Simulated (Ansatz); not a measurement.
## Run report: C, single-point calculation

The run: single-point calculation of C (P6₁22, 6 atoms in the cell). Method and program: DFT, PBE, plane waves, PAW, no spin polarisation (Ansatz 0.2.0).

The structure was made by a generator, so it may or may not be a known phase. Some settings of this run were made unusual or wrong on purpose. Figures and captions count atoms from 1; the log counts them from 0 in places.

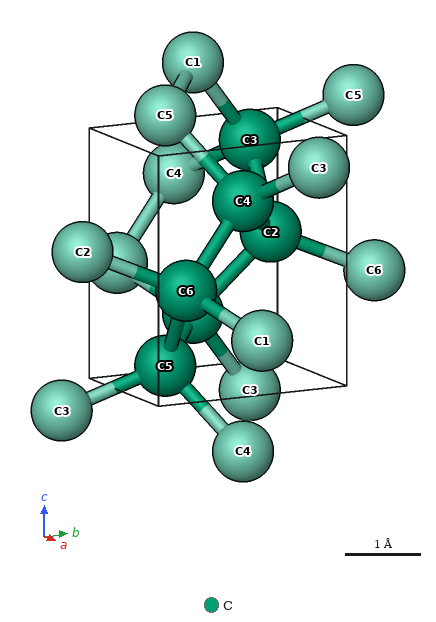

Figure 1. The structure as given in the input (ball-and-stick view of the cell of the calculation, seen slightly off an axis; neighbours outside the cell are drawn fainter; atoms are numbered from 1 in the order of the input). Near neighbours in the crystal (not all of them lie inside the picture): C has 4 C at 1.55 to 1.56 Å.

Outcome:

- outcome: converged
- space group (tolerance 0.01 Å): P6₁22 (178)
- electrons treated: 24
- free energy: −1502.0322 eV
- Fermi energy: 12.638 eV
- gap on the k-point mesh: 4.31 eV
- pressure: −10.51 GPa
- largest force (length of the vector): 0.032 eV/Å
- hardware: 1 thread of Arm Neoverse V1, 24 GiB of memory available, shared host
- wall time: 3.5 s
- peak memory: 0.29 GiB

Diagnosis:

This input holds a deliberate fault: a smearing of electronvolts (`scf.occupations`). So wide a smearing fills empty bands and washes out gaps and moments. The program still converged, but the numbers can't be taken as results for the intended system.

The input:
```yaml
crystal:
  lattice:
    - [3.5715599029, 0.0, 0.0]
    - [-1.7857799515, 3.0930616071, 0.0]
    - [0.0, 0.0, 3.3769583018]
  atoms:
    - { symbol: C, position: [0.2325951568, 0.4651903135, 0.25] }
    - { symbol: C, position: [0.5348096865, 0.7674048432, 0.5833333333] }
    - { symbol: C, position: [0.2325951568, 0.7674048432, 0.9166666667] }
    - { symbol: C, position: [0.7674048432, 0.5348096865, 0.75] }
    - { symbol: C, position: [0.4651903135, 0.2325951568, 0.0833333333] }
    - { symbol: C, position: [0.7674048432, 0.2325951568, 0.4166666667] }
basis:
  ecutwfc: 420
kpoints:
  mp_grid: { grid: [6, 6, 8] }
hamiltonian:
  xc: pbe
scf:
  occupations: { method: methfessel_paxton, width: 5.0 }
  max_iter: 50
output:
  forces: true
  eigenvalues: true
  stress: true
```

Run as:
```bash
ansatz run input.yaml --threads 1 --pin off --max-ram 2560MiB --backend cpu --events-out ev --progress --plain --runs-dir out
```

Log:
```
band count auto-derived: 29 (N_el = 24.0; filled up to band 12; 18 by the electrons, moments and atoms)
Engine: ansatz 0.2.0, aarch64-unknown-linux-gnu
Pseudopotentials: kind: paw
Pseudopotential: C, paw, valence charge 4, recommended cutoff 420 eV (normal), C.paw.azcp
Functional definition: PBE
  parameter kappa = 0.804
  parameter beta = 0.06672455060314922
  exchange = pbe_x(kappa = kappa, mu = beta*pi^2/3)
  correlation = pbe_c(beta = beta)
Crystal: 6 atoms, lattice volume = 37.305 Å³
Basis set: ecut = 420 eV, 737 PW (Γ), exchange–correlation on 48×48×48 points (8 copies of the dense FFT grid, shifted against one another)
Bands: 29, of which v1, the nominal top of the filled ones, is band 12 counted from 1 (11 counted from 0)
Symmetry: 12 space group operations
Space group: P6122 (ITA 178), of the structure as read, at distance tolerance 3.3e-5 Å
k-points: 35 of 288 (time reversal used)
Non-local potential: C, projectors of the file, l = 0: 2, l = 1: 2, l = 2: 1
PAW form: soft (Blöchl's): semilocal exchange-correlation on the pseudo side does not see the compensation charge
PAW one-centre angular grid: C, 110 points (default); XC on 64 Gauss nodes
Initial density: superposition of atomic densities (neutral atoms: chi_scale 0, normalization atom), corrected by the library's trained network
Initial wavefunctions: pseudopotential atomic-orbital guess
Functional: x = pbe(κ = 0.804, μ = 0.2195149727645171), c = pbe(β = 0.06672455060314922)
SCF iter   1: F=—  HF=-1502.034289 eV  |F-HF|=—  |Δ(HF+E_count)|=         —  Δρ=7.81e-3  dr2=1.08e-2  ethr=1.77e-3  ⟨swp⟩=4.4  Hψ=4439  notcnv=0
preconditioner: auto → none  [insulator: Δε(μ)=4.305 eV  Ē_g=21.755 eV  σ=5.000 eV  W_gap=0.64  n_scr=8 (ndim 8)  ℏωp=29.8 eV  f_vac=0.000  D(μ)=0.42/eV (n_scr^D=0)  ε∞_Penn≈2.9]
SCF iter   2: F=—  HF=-1502.032147 eV  |F-HF|=—  |Δ(HF+E_count)|=   2.14e-3  S|Δr|=    0.00e0  Δρ=3.32e-3  dr2=1.53e-3  ethr=4.50e-5  ⟨swp⟩=1.0  Hψ=1301  notcnv=0
SCF iter   3: F=—  HF=-1502.032165 eV  |F-HF|=—  |Δ(HF+E_count)|=   1.79e-5  S|Δr|=    0.00e0  Δρ=4.56e-4  dr2=2.27e-5  ethr=6.37e-6  ⟨swp⟩=2.0  Hψ=1449  notcnv=0
SCF iter   4: F=—  HF=-1502.032207 eV  |F-HF|=—  |Δ(HF+E_count)|=   4.19e-5  S|Δr|=    0.00e0  Δρ=8.33e-5  dr2=6.20e-7  ethr=9.44e-8  ⟨swp⟩=2.3  Hψ=1784  notcnv=0
SCF iter   5: F=-1502.032208 eV  HF=-1502.032208 eV  |F-HF|=1.97e-9  |Δ(HF+E_count)|=   1.17e-6  S|Δr|=    0.00e0  Δρ=3.77e-6  dr2=3.16e-9  ethr=4.17e-10  ⟨swp⟩=5.4  Hψ=4030  notcnv=0
SCF 1 converged in 5 iterations: F = -1502.032208 eV  dr2 = 3.16e-9
  greatest PAW one-centre occupation: 0.650 electrons in one spin orbital (limit 2), on the C atom at site 4 (counted from 0), in its partial waves of l = 0
```

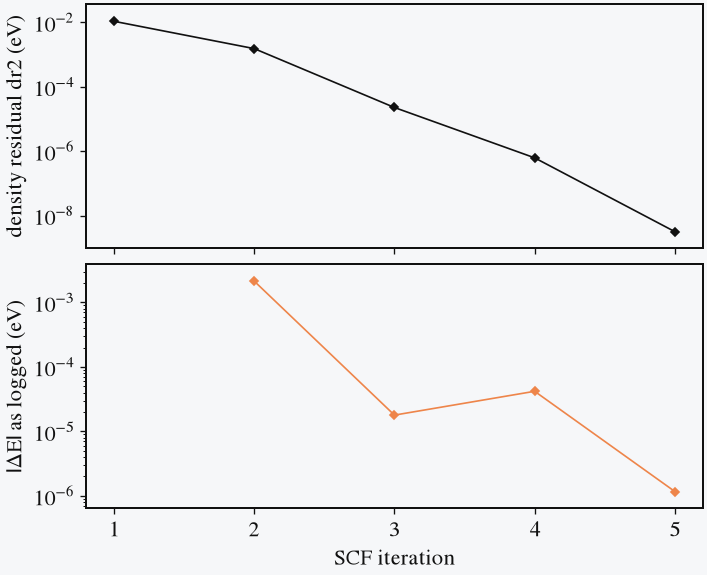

Figure 2. Convergence of the self-consistent field: density residual dr2 and size of the energy change against the SCF iteration. The residual falls at every step.

```
SCF converged after 5 iterations
Stability not checked: this state was not tested for a lower state beside it, because cold or Methfessel-Paxton smearing, or corrected tetrahedra, fill the levels in a way that the test cannot read (fill_not_monotonic; see scf.lower_state_search)
Free energy (F): -1502.032208 eV
Harris-Foulkes:  -1502.032208 eV  (|F-HF|=1.97e-9)
Internal energy: -1506.983286 eV  (E = F + TS)
E sigma→0 (E₀):  -1503.269977 eV
Entropy (-TS):   4.951078 eV (825.180 meV/atom)
Fermi energy:    12.637512 eV
Step filling:    the computed levels leave a gap of 4.3068 eV = 0.9 smearing widths at the electron count; against every level under it full and every level over it empty, smearing changes F+E_penalty+E_count by +2157.626 meV and its σ→0 estimate by +919.856 meV
--- Per-component energies (eV) ---
  E_band       = 69.333182
  E_kinetic    = 545.835416
  E_local      = -481.444284  (includes V_loc(G=0)·N_el)
  E_nonlocal   = 159.914521
  E_hartree    = 122.810048
  E_xc         = -291.312283
  E_vxc        = -361.475767  (∫ρ·V_xc dr)
  E_paw        = -594.648117  (= ΣΔE_a)
  E_vpaw       = -39.116440  (= ΣTr[D̂ρ^β])
  E_aug_tail   = 0.000053  (compensation charges beyond the density's cutoff)
  E_ewald      = -968.138638
  E_smearing   = 4.951078  (= −TS)
  E_closure    = 0.000000  (closes the sum)
  Σ components = -1502.032208   (vs F -1502.032208, Δ=0.00e0)
--- Forces (eV/Å), atoms counted from 1 ---
  atom   1  C      0.00000000    -0.03244473     0.00000000
  atom   2  C      0.02809796     0.01622236     0.00000000
  atom   3  C     -0.02809796     0.01622236    -0.00000000
  atom   4  C     -0.00000000     0.03244473     0.00000000
  atom   5  C     -0.02809796    -0.01622236     0.00000000
  atom   6  C      0.02809796    -0.01622236    -0.00000000
  max |Σ_I F_I| component: 1.80e-16 eV/Å
--- Stress (GPa, compression-positive) ---
      -11.509600       0.000000      -0.000000
        0.000000     -11.509600       0.000000
        0.000000       0.000000      -8.513568
  P = ⅓ Tr σ = -10.5109 GPa (-105.109 kbar)
--- Band table (eV; the first three rows and the last of 35) ---
  k-point 0: bands = ["-9.1701", "0.0124", "0.0124", "1.0282", "1.4359", "1.4359", "5.6593", "5.8999", "5.8999", "7.4036", "8.3459", "8.3459", "15.3939", "15.3939", "16.2222", "20.4390", "20.9107", "20.9107", "22.4398", "22.4398", "23.9149", "27.2860", "27.2860", "27.7082", "30.7280", "30.7280", "30.7983", "33.0986", "35.2777"]
  k-point 1: bands = ["-9.0109", "-1.8696", "1.1605", "1.5459", "1.5959", "1.7779", "5.6963", "5.7643", "6.0864", "7.0497", "7.1969", "8.9914", "14.1930", "16.0078", "17.1724", "20.3498", "20.4398", "20.9730", "22.1130", "24.4089", "24.7835", "26.2598", "27.6940", "27.8803", "30.4378", "30.4641", "30.9818", "33.1199", "35.1454"]
  k-point 2: bands = ["-8.5353", "-3.6744", "1.5500", "1.9128", "2.0104", "3.1124", "5.7415", "5.7814", "5.8901", "6.1705", "6.2081", "8.9035", "14.1491", "15.6005", "17.6335", "20.2918", "20.5186", "22.3428", "23.5851", "25.1414", "25.6357", "26.9044", "27.6156", "28.0103", "29.3629", "30.1248", "31.2803", "33.2103", "34.7635"]
  k-point 34: bands = ["-3.8766", "-3.8766", "-3.4873", "-3.4873", "0.5542", "0.5542", "7.7949", "7.7949", "8.4126", "8.4126", "9.0851", "9.0851", "19.6362", "19.6362", "20.8051", "20.8051", "21.1605", "21.1605", "22.4255", "22.4255", "22.7669", "22.7669", "26.1906", "26.1906", "28.8825", "28.8825", "31.8528", "31.8528", "32.9429"]
```
